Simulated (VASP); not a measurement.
Geometry relaxation, with input and output: ZrS (part 2 of 2)

ZrS (2 atoms in the cell); Kohn-Sham DFT of a periodic cell, BLYP with D4, VASP PAW PBE potentials, recommended, no spin polarisation (VASP 6.6.1); cutoff 600 eV, 9×9×9 k-mesh, fermi-dirac of 0.05 eV. The structure derives from an entry of the Crystallography Open Database. It belongs to a series of runs on one base structure; here: dispersion = D4.

Geometry of the input (Å; fractional positions):
```
0.0000  2.6250  2.6250
2.6250  0.0000  2.6250
2.6250  2.6250  0.0000
Zr 0.0000  0.0000  0.0000
S  0.5000  0.5000  0.5000
```

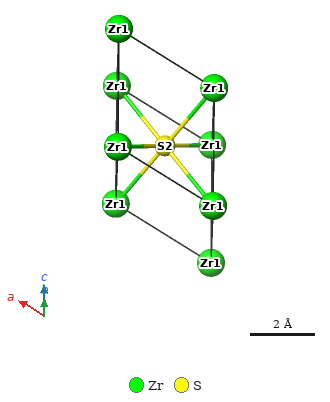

*The geometry at step 1 of the log (ball-and-stick view of the cell of the calculation, seen at an oblique angle; atoms are numbered from 1 in the order of the input).*

### Parts of OUTCAR, continued
```
   k-points           NKPTS =     35   k-points in BZ     NKDIM =     35   number of bands    NBANDS=     13
   number of dos      NEDOS =    301   number of ions     NIONS =      2
   total plane-waves  NPLWV =  27000
   dimension x,y,z NGX =    30 NGY =   30 NGZ =   30
   dimension x,y,z NGXF=    60 NGYF=   60 NGZF=   60
   ions per type =               1   1
   NGX,Y,Z   is equivalent  to a cutoff of  13.43, 13.43, 13.43 a.u.
   NGXF,Y,Z  is equivalent  to a cutoff of  26.87, 26.87, 26.87 a.u.
 SYSTEM =  unknown system
   PREC   = accura    normal or accurate (medium, high low for compatibility)
   ISTART =      0    job   : 0-new  1-cont  2-samecut
   ICHARG =      2    charge: 1-file 2-atom 10-const
   ISPIN  =      1    spin polarized calculation?
   LNONCOLLINEAR =      F non collinear calculations
   LSORBIT =      F    spin-orbit coupling
   LASPH  =      T    aspherical Exc in radial PAW
   ENCUT  =  600.0 eV  44.10 Ry    6.64 a.u.   7.41  7.41  7.41*2*pi/ulx,y,z
   NELM   =     60;   NELMIN=  2; NELMDL= -5     # of ELM steps
   EDIFF  = 0.1E-05   stopping-criterion for ELM
   LREAL  =      F    real-space projection
   EDIFFG = -.1E-01   stopping-criterion for IOM
   NSW    =     60    number of steps for IOM
   IBRION =      2    ionic relax: 0-MD 1-quasi-New 2-CG
   NFREE  =      1    steps in history (QN), initial steepest desc. (CG)
   ISIF   =      3    stress and relaxation
   ISYM   =      2    0-nonsym 1-usesym 2-fastsym
   POTIM  = 0.5000    time-step for ionic-motion
   TEBEG  =    0.0;   TEEND  =   0.0 temperature during run
   PSTRESS=    0.0 pullay stress
   NELECT =      18.0000    total number of electrons
   NUPDOWN=      -1.0000    fix difference up-down
   EMIN   =  10.00;   EMAX   =-10.00  energy-range for DOS
   EFERMI =   0.00;   METHOD = LEGACY
   ISMEAR =    -1;   SIGMA  =   0.05  broadening in eV -4-tet -1-fermi 0-gaus
   EFERMI_NEDOS =   21; number of points for ismear=-14 and -15
   IALGO  =     68    algorithm
   IMIX   =      4    mixing-type and parameters
     AMIX     =   0.40;   BMIX     =  1.00
     AMIX_MAG =   1.60;   BMIX_MAG =  1.00
  volume/ion in A,a.u.               =      18.09       122.06
  Fermi-wavevector in a.u.,A,eV,Ry     =   1.297258  2.451462 22.896950  1.682878
  Thomas-Fermi vector in A             =   2.428662
   LORBIT       =      0    0 simple, 1 ext, 2 COOP (PROOUT), +10 PAW based schemes
   GGA     = B5    functional components
   LHFCALC =     F    Hartree Fock is set to
   AEXX    =    0.0000 exact exchange contribution
   IVDW    =    13    specifies the selected vdW correction
   VDW_S6         =  1.00000000  s6, scaling of the dipole-dipole dispersion
   VDW_S8         =  2.34076671  s8, scaling of the dipole-quadrupole dispersion
   VDW_A1         =  0.44488865  a1, scaling of the critical radii
   VDW_A2         =  4.09330090  a2, offset of the critical radii
   VDW_S9         =  1.00000000  s9, scaling of the three-body dispersion
   VDW_RADIUS     = 31.75063494  two-body interaction cutoff (in Angstroms)
   VDW_CNRADIUS   = 15.87531747  CN, coordination number cutoff (in Angstroms)
   LEPSILON=     F    determine dielectric tensor
   LRPA    =     F    only Hartree local field effects (RPA)
 conjugate gradient relaxation of ions
 non-spin polarized calculation
 RMM-DIIS sequential band-by-band and
  energy-cutoff  :      600.00
  volume of cell :       36.18
 maximum number of plane-waves:      1243
 NGX is ok and might be reduce to    30
   NGX = 15   NGY = 15   NGZ = 15

--------------------------------------- Ionic step        1  -------------------------------------------

 number of electron      17.9999999 magnetization

 Free energy of the ion-electron system (eV)
  ---------------------------------------------------
  ext. energy  EPLUGINS =         0.00000000
  ---------------------------------------------------
  free energy    TOTEN  =       -13.60380760 eV

  energy without entropy =      -13.59108147  energy(sigma->0) =      -13.59744453

------------------------ aborting loop because EDIFF is reached ----------------------------------------

  DFT-D4 for vdW energy calculation

  Edisp (eV):   -1.23350

  FORCE on cell =-STRESS in cart. coord.  units (eV):
  Direction    XX          YY          ZZ          XY          YZ          ZX
  --------------------------------------------------------------------------------------
  -------------------------------------------------------------------------------------
  Total      -0.09089    -0.09089    -0.09089    -0.00000    -0.00000    -0.00000
  in kB      -4.02552    -4.02552    -4.02552    -0.00000    -0.00000    -0.00000
  external pressure =       -4.03 kB  Pullay stress =        0.00 kB

 VOLUME and BASIS-vectors are now :
 -----------------------------------------------------------------------------
  energy-cutoff  :      600.00
  volume of cell :       36.18
      direct lattice vectors                 reciprocal lattice vectors
     0.000000000  2.625000000  2.625000000    -0.190476190  0.190476190  0.190476190
     2.625000000  0.000000000  2.625000000     0.190476190 -0.190476190  0.190476190
     2.625000000  2.625000000  0.000000000     0.190476190  0.190476190 -0.190476190

 POSITION                                       TOTAL-FORCE (eV/Angst)
 -----------------------------------------------------------------------------------
      0.00000      0.00000      0.00000        -0.000000     -0.000000      0.000000
      2.62500      2.62500      2.62500         0.000000      0.000000     -0.000000
 -----------------------------------------------------------------------------------
    total drift:                               -0.000000      0.000000      0.000000

  FREE ENERGIE OF THE ION-ELECTRON SYSTEM (eV)
  ---------------------------------------------------
  free  energy   TOTEN  =       -14.8373028934 eV

  energy  without entropy=      -14.8245767622  energy(sigma->0) =      -14.83093983

--------------------------------------- Ionic step        2  -------------------------------------------

 number of electron      17.9999999 magnetization

------------------------ aborting loop because EDIFF is reached ----------------------------------------

  DFT-D4 for vdW energy calculation

  Edisp (eV):   -1.24250

  FORCE on cell =-STRESS in cart. coord.  units (eV):
  Direction    XX          YY          ZZ          XY          YZ          ZX
  --------------------------------------------------------------------------------------
  -------------------------------------------------------------------------------------
  Total       0.07431     0.07431     0.07431     0.00000     0.00000     0.00000
  in kB       3.31293     3.31293     3.31293     0.00000     0.00000     0.00000
  external pressure =        3.31 kB  Pullay stress =        0.00 kB

 VOLUME and BASIS-vectors are now :
 -----------------------------------------------------------------------------
  energy-cutoff  :      600.00
  volume of cell :       35.94
      direct lattice vectors                 reciprocal lattice vectors
    -0.000000000  2.619244804  2.619244804    -0.190894719  0.190894719  0.190894719
     2.619244804  0.000000000  2.619244804     0.190894719 -0.190894719  0.190894719
     2.619244804  2.619244804 -0.000000000     0.190894719  0.190894719 -0.190894719

 POSITION                                       TOTAL-FORCE (eV/Angst)
 -----------------------------------------------------------------------------------
      2.61924      2.61924     -0.00000        -0.000000     -0.000000      0.000000
      2.61924      2.61924      2.61924         0.000000      0.000000     -0.000000
 -----------------------------------------------------------------------------------
    total drift:                               -0.000000      0.000000      0.000000

  FREE ENERGIE OF THE ION-ELECTRON SYSTEM (eV)
  ---------------------------------------------------
  free  energy   TOTEN  =       -14.8372738445 eV

  energy  without entropy=      -14.8246830611  energy(sigma->0) =      -14.83097845

--------------------------------------- Ionic step        3  -------------------------------------------

 number of electron      17.9999999 magnetization

 Free energy of the ion-electron system (eV)
  ---------------------------------------------------
  ext. energy  EPLUGINS =         0.00000000
  ---------------------------------------------------
  free energy    TOTEN  =       -13.60002464 eV

  energy without entropy =      -13.58735575  energy(sigma->0) =      -13.59369020

 E-fermi :  11.2382     XC(G=0): -10.6734     alpha+bet :-15.9611

 val. band max:       11.1743117884   @ k =   0.4444   0.1111   0.0000
 cond. band min:      11.2735481408   @ k =  -0.4444   0.2222   0.1111
 fundamental gap:      0.0992363524
 Fermi energy:        11.2381606198

 k-point     1 :       0.0000    0.0000    0.0000
  band No.  band energies     occupation
      1     -38.7000      2.00000
      2     -16.7567      2.00000
      3     -16.7567      2.00000
      4     -16.7567      2.00000
      5      -4.6019      2.00000
      6       7.6516      2.00000
      7       7.6516      2.00000
      8       7.6516      2.00000
      9       9.9346      2.00000
     10       9.9346      2.00000
     11       9.9346      2.00000
     12      10.5936      1.99999
     13      10.5936      1.99999

 k-point     2 :       0.1111    0.0000    0.0000
  band No.  band energies     occupation
      1     -38.6970      2.00000
      2     -16.7981      2.00000
      3     -16.7602      2.00000
      4     -16.7602      2.00000
      5      -4.4520      2.00000
      6       6.8512      2.00000
      7       7.1243      2.00000
      8       7.1243      2.00000
      9      10.1877      2.00000
     10      10.1877      2.00000
     11      10.2367      2.00000
     12      11.3445      0.21315
     13      11.3445      0.21315

 k-point     3 :       0.2222    0.0000    0.0000
  band No.  band energies     occupation
      1     -38.6893      2.00000
      2     -16.9011      2.00000
      3     -16.7692      2.00000
      4     -16.7692      2.00000
      5      -4.0510      2.00000
      6       5.4413      2.00000
      7       6.2873      2.00000
      8       6.2873      2.00000
      9      10.7114      1.99995
     10      10.8091      1.99963
     11      10.8091      1.99963
     12      12.9337      0.00000
     13      12.9337      0.00000

 k-point     4 :       0.3333    0.0000    0.0000
  band No.  band energies     occupation
      1     -38.6805      2.00000
      2     -17.0146      2.00000
      3     -16.7793      2.00000
      4     -16.7793      2.00000
      5      -3.5433      2.00000
      6       4.1864      2.00000
      7       5.6427      2.00000
      8       5.6427      2.00000
      9      11.4196      0.05171
     10      11.6980      0.00020
     11      11.6980      0.00020
     12      14.7327      0.00000
     13      14.7327      0.00000

 k-point     5 :       0.4444    0.0000    0.0000
  band No.  band energies     occupation
      1     -38.6747      2.00000
      2     -17.0869      2.00000
      3     -16.7859      2.00000
      4     -16.7859      2.00000
      5      -3.1666      2.00000
      6       3.4326      2.00000
      7       5.3049      2.00000
      8       5.3049      2.00000
      9      12.4973      0.00000
     10      12.5136      0.00000
     11      12.5136      0.00000
     12      14.0508      0.00000
     13      16.3163      0.00000

 [... the levels of 18 k-points are left out ...]

 k-point    24 :       0.4444    0.4444    0.0000
  band No.  band energies     occupation
      1     -38.6668      2.00000
      2     -17.0159      2.00000
      3     -16.8595      2.00000
      4     -16.8595      2.00000
      5      -3.7983      2.00000
      6       4.9663      2.00000
      7       6.7545      2.00000
      8       6.7545      2.00000
      9       7.9996      2.00000
     10      11.7025      0.00019
     11      13.5093      0.00000
     12      13.5093      0.00000
     13      14.4139      0.00000

 [... further k-points ...]

------------------------ aborting loop because EDIFF is reached ----------------------------------------

  DFT-D4 for vdW energy calculation

  Edisp (eV):   -1.23742

  FORCE on cell =-STRESS in cart. coord.  units (eV):
  Direction    XX          YY          ZZ          XY          YZ          ZX
  --------------------------------------------------------------------------------------
  -------------------------------------------------------------------------------------
  Total      -0.00720    -0.00720    -0.00720     0.00000     0.00000     0.00000
  in kB      -0.31964    -0.31964    -0.31964     0.00000     0.00000     0.00000
  external pressure =       -0.32 kB  Pullay stress =        0.00 kB

 VOLUME and BASIS-vectors are now :
 -----------------------------------------------------------------------------
  energy-cutoff  :      600.00
  volume of cell :       36.07
      direct lattice vectors                 reciprocal lattice vectors
    -0.000000000  2.622486934  2.622486934    -0.190658719  0.190658719  0.190658719
     2.622486934  0.000000000  2.622486934     0.190658719 -0.190658719  0.190658719
     2.622486934  2.622486934 -0.000000000     0.190658719  0.190658719 -0.190658719

 POSITION                                       TOTAL-FORCE (eV/Angst)
 -----------------------------------------------------------------------------------
      0.00000      0.00000      0.00000        -0.000000      0.000000     -0.000000
      2.62249      2.62249      2.62249         0.000000     -0.000000      0.000000
 -----------------------------------------------------------------------------------
    total drift:                               -0.000000      0.000000      0.000000

  FREE ENERGIE OF THE ION-ELECTRON SYSTEM (eV)
  ---------------------------------------------------
  free  energy   TOTEN  =       -14.8374436136 eV

  energy  without entropy=      -14.8247747205  energy(sigma->0) =      -14.83110917

 reached required accuracy - stopping structural energy minimisation
```

### CONTCAR
```
ZrS
   1.00000000000000
    -0.0000000000000000    2.6224869336876746    2.6224869336876746
     2.6224869336876746    0.0000000000000000    2.6224869336876746
     2.6224869336876746    2.6224869336876746   -0.0000000000000000
  Zr              S
     1     1
Direct
     0.0000000000000000    0.0000000000000000    0.0000000000000000
     0.5000000000000000    0.5000000000000000    0.5000000000000000

  0.00000000E+00  0.00000000E+00  0.00000000E+00
  0.00000000E+00  0.00000000E+00  0.00000000E+00
```

### Trajectory as extended XYZ (Å, eV, eV/Å), 3 frames, from step=0 to step=2
```
2
Lattice="0.0000 2.6250 2.6250 2.6250 0.0000 2.6250 2.6250 2.6250 0.0000" Properties=species:S:1:pos:R:3:forces:R:3 step=0 energy=-14.83730
Zr    0.0000    0.0000    0.0000    0.0000   0.0000   0.0000
S     2.6250    2.6250    2.6250    0.0000   0.0000   0.0000
2
Lattice="-0.0000 2.6192 2.6192 2.6192 0.0000 2.6192 2.6192 2.6192 -0.0000" Properties=species:S:1:pos:R:3:forces:R:3 step=1 energy=-14.83727
Zr    2.6192    2.6192    0.0000    0.0000   0.0000   0.0000
S     2.6192    2.6192    2.6192    0.0000   0.0000   0.0000
2
Lattice="-0.0000 2.6225 2.6225 2.6225 0.0000 2.6225 2.6225 2.6225 -0.0000" Properties=species:S:1:pos:R:3:forces:R:3 step=2 energy=-14.83744
Zr    0.0000    0.0000    0.0000    0.0000   0.0000   0.0000
S     2.6225    2.6225    2.6225    0.0000   0.0000   0.0000
```

### Results in brief

- outcome: converged
- space group (tolerance 0.01 Å): Fm-3m (225)
- electrons treated: 18
- free energy: −14.8374 eV
- dispersion energy: −1.2374 eV
- Fermi energy: 11.238 eV
- gap on the k-point mesh: none (metallic)
- pressure: −0.03 GPa
- final volume: 36.07 Å³
- largest force (length of the vector) at the end: under 0.001 eV/Å
- final cell: a = 3.709 Å, b = 3.709 Å, c = 3.709 Å, α = 60.00°, β = 60.00°, γ = 60.00°
- hardware: 1 thread of Intel Xeon (Sapphire Rapids), 360 GiB of memory available, shared host
- wall time: 1.8 min
- peak memory: 0.17 GiB
